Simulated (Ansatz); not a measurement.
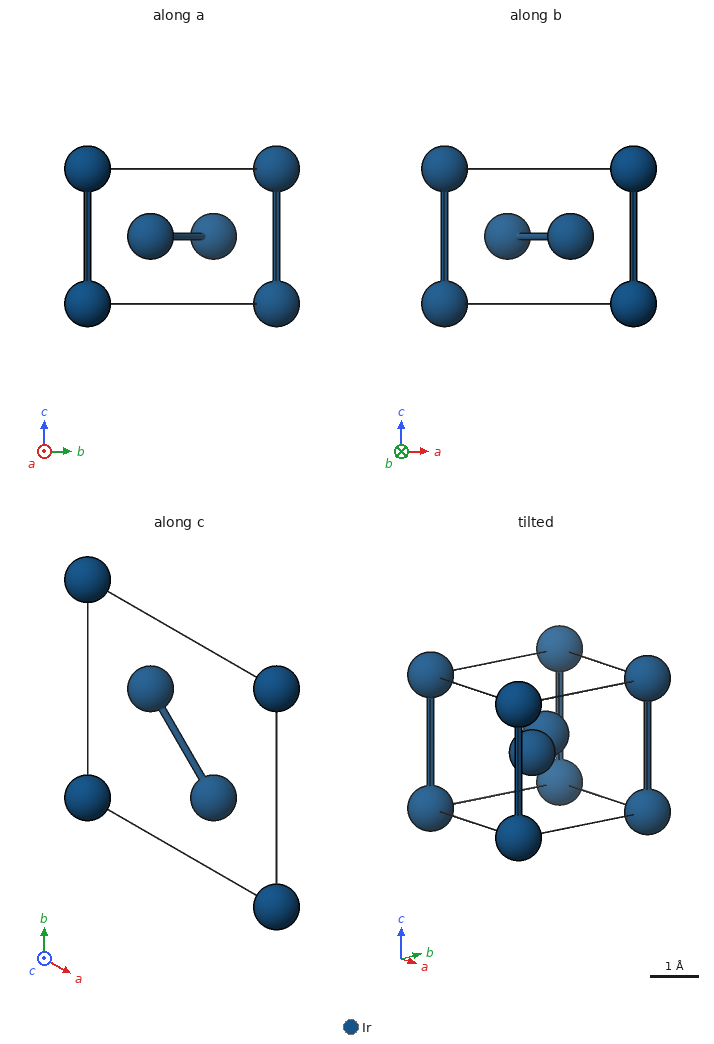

The structure above is drawn in ball-and-stick style and viewed along the a axis, along the b axis, along the c axis and slightly off an axis. The frame is the conventional unit cell; atoms at its boundary are shown with their periodic copies.

Lattice parameters: a = 4.623 Å, b = 4.623 Å, c = 2.861 Å, α = 90.00°, β = 90.00°, γ = 120.00°.

Record the structure as a table of Wyckoff sites.

Space group P6/mmm (No. 191).
| atom | site | x | y | z |
| --- | --- | --- | --- | --- |
| Ir | 1a | 0.0000 | 0.0000 | 0.0000 |
| Ir | 2d | 0.3333 | 0.6667 | 0.5000 |

The model was built from a structure type filled with this element by a generator (whether the element takes this form wasn't checked). Earlier steps of the study may have refined or changed the cell and positions. It was run through Ansatz as a DFT input.

At this level of theory the cell isn't at rest (stretched, at -23 GPa), so its distances can differ from those at equilibrium, the more so the softer the solid.
